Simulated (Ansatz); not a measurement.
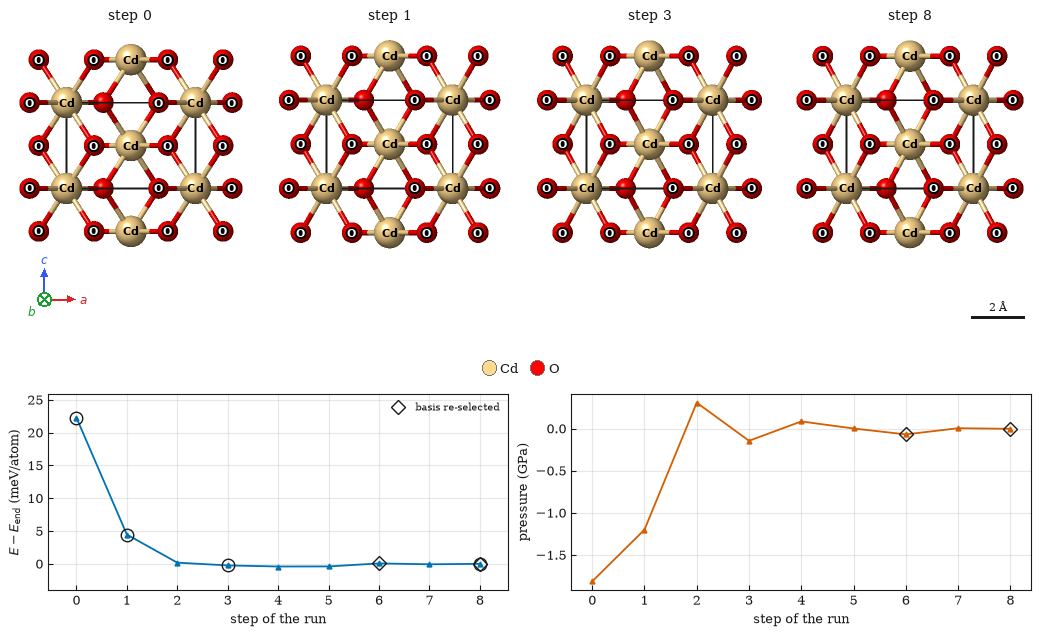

Frames of a relaxation of solid CdO₂ (built on the MgF2-58 type type), marked on the history of the run. The picture is a ball-and-stick view of the cell of the calculation, seen along the b axis.

Theory: DFT, PBEsol, plane waves, PAW (Ansatz 0.2.0). (plane-wave cutoff 420 eV; k-point mesh 4 × 4 × 6; occupations fermi dirac; smearing width 0.03 eV; no spin polarisation; cell and atoms relaxed; force threshold 0.01 eV/Å; at most 120 steps)

Question: Describe the path.

Answer: After 6 accepted moves (8 points after the start) the energy has fallen by 22.3 meV per atom. Largest force component: 0.46 eV/Å at the start, 0.001 eV/Å at the end. The pressure goes from −1.81 to 0.00 GPa. At 2 points the geometry stayed and the basis and grid were re-selected for the new cell (energy shift of 0.5 meV per atom at most each time). The largest moves relative to the cell, 0.14 Å, are those of O atoms. Cd stays in place. The drawn cell changes as follows: a 4.881 → 4.806 Å (−1.5 %), b 4.976 → 4.846 Å (−2.6 %), c 3.250 → 3.338 Å (+2.7 %); the volume changes by −1.5 %. Some distances before and after: Cd–O 2.129 → 2.093 Å, Cd–O 2.118 → 2.150 Å. Bond angles that change, for instance: Cd–O–Cd 99.5° → 105.8°, O–Cd–O 99.5° → 105.8°, O–Cd–O 80.5° → 74.2°. The space group stays Pnnm (No. 58). From step 0 to 1: O atoms move most (0.05 Å), volume −1.1 %, energy −17.8 meV per atom. From step 1 to 3: O atoms move most (0.07 Å), volume −0.3 %, energy −4.7 meV per atom. From step 3 to 8: O atoms move most (0.03 Å), volume −0.1 %, energy +0.2 meV per atom.
